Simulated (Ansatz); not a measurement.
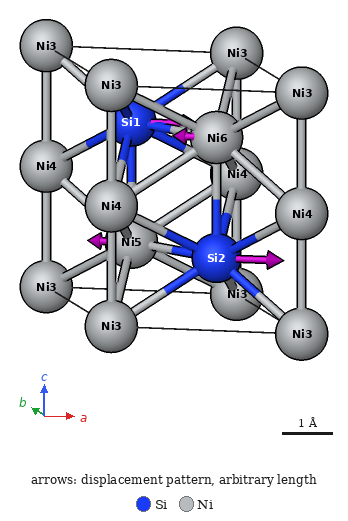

Lattice vibrations of a crystal of SiNi2, space group P6₃/mmc (No. 194), at the zone centre. The optical levels lie at 121, 128 (×2), 138 (×2), 153, 192, 213 (×2), 254, 289, 374 (×2), 387 (×2) cm⁻¹. One mode is drawn. Displacements are drawn as purple arrows; their common scale and sign are arbitrary. A ball-and-stick model of the cell of the calculation, seen slightly off an axis.

These are results of DFT PBE, scalar-relativistic, plane waves, PAW in Ansatz 0.2.0, not measurements. (plane-wave cutoff 420 eV; k-point mesh 12 × 12 × 8; occupations fermi dirac; smearing width 0.15 eV; no spin polarisation)

The frequencies depend somewhat on the k-mesh and the smearing.

> Which of these frequencies is the drawn mode's?

The level at 374 cm⁻¹. This is the E₁u mode (doubly degenerate; one member of the set is drawn), optical level 9 of 10, counted from below, infrared-active by symmetry. The Ni (2a) atoms hardly move; the Si sublattice moves against the Ni (2c) sublattice, along a; it stretches the shortest Ni–Si bonds (2.26 Å); the kinetic energy is shared as Si 67 %, Ni 33 %. The crystal is a metal, so free carriers screen the infrared response.

Limits of the set-up: an element that often carries a moment was run without spin polarisation.
